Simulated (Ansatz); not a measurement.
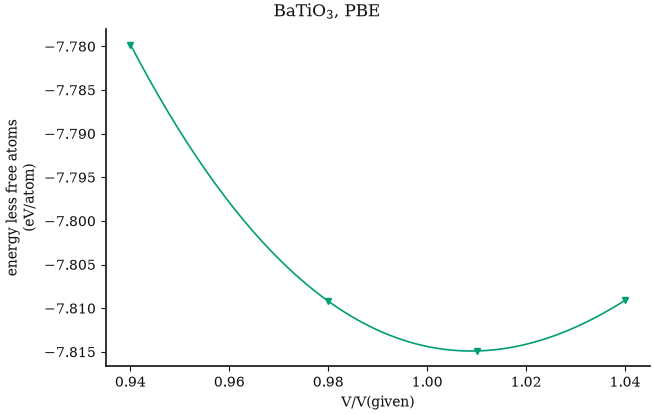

Plotted: energy less free atoms against V/V(given) for BaTiO₃, space group Pm-3m (No. 221).

The given structure:
```
CELL_PARAMETERS angstrom
4.00730 0.00000 0.00000
0.00000 4.00730 0.00000
0.00000 0.00000 4.00730
ATOMIC_POSITIONS crystal
Ba 0.50000 0.50000 0.50000
Ti 0.00000 0.00000 0.00000
O 0.50000 0.00000 0.00000
O 0.00000 0.50000 0.00000
O 0.00000 0.00000 0.50000
```

Calculation (Ansatz 0.2.0): periodic Kohn-Sham DFT of a crystal at fixed atoms, scaled to the stated factor times the given cell, energy less spherical unpolarised free atoms. Level: PBE.

```tsv
setting	value
method	all-electron LAPW
relativity	scalar
k mesh	8×8×8
occupations	Fermi–Dirac
smearing width	0.05 eV
basis error target	1 (meV/atom)
nucleus	Gaussian
```

V(given) is 12.87 Å³/atom.

Q: At which V/V(given) is the energy less free atoms least?

A: The lowest computed point is at V/V(given) 1.01 (−7.8149 eV/atom).

Keep in mind: no spin-orbit coupling on heavy atoms.
